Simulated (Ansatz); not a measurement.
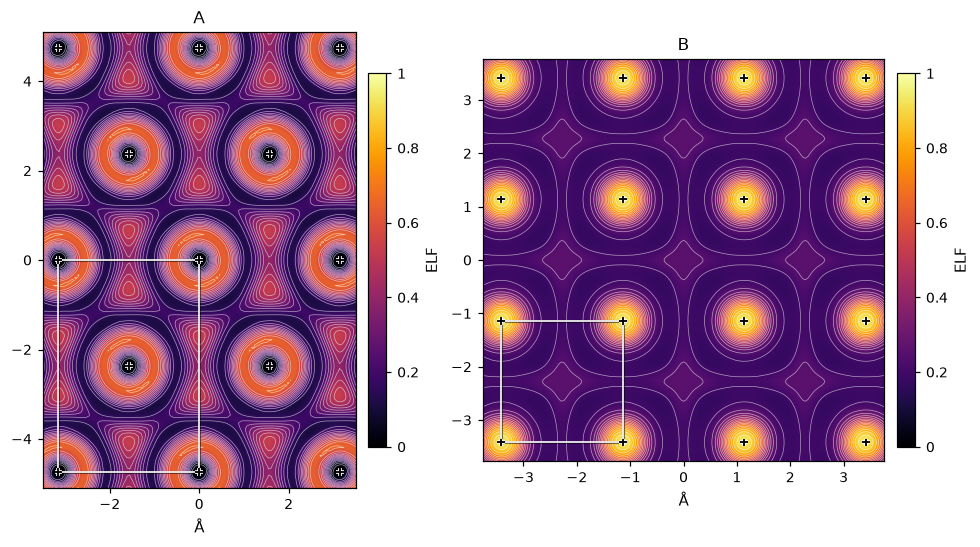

The ELF of 2 systems, each on a plane through atoms (crosses mark nuclei in the plane).

Theory: DFT PBEsol, scalar-relativistic, plane waves, PAW in Ansatz 0.2.0.

System 1: Ti, the (101̄) plane of the conventional cell. Space group I4/mmm; changed on purpose from its base cell (strain -0.040 along x and y, +0.080 along z, atoms carried along); computed pressure about −6 GPa in this cell; computed without spin polarisation.

System 2: Cu, the (001) plane of the conventional cell. Space group I4/mmm; computed pressure about 5 GPa in this cell; computed without spin polarisation.

```yaml
crystal:
  lattice:
    - [1.61038, -1.61038, 0.00000]
    - [1.61038, 1.61038, 0.00000]
    - [0.00000, 0.00000, 4.55416]
  atoms:
    - { symbol: Cu, position: [0.00000, 0.00000, 0.00000] }
    - { symbol: Cu, position: [0.50000, 0.50000, 0.50000] }
```

**Match each panel to its system.**

Panel A is system 1, Ti: the plane holds Ti. Ti–Ti (2.85 Å): the ELF is about 0.20 at the midpoint; no localised pair shows between them. Panel B is system 2, Cu: the plane holds Cu. Cu–Cu (2.28 Å): the ELF is about 0.20 at the midpoint: no localised pair shows between them.
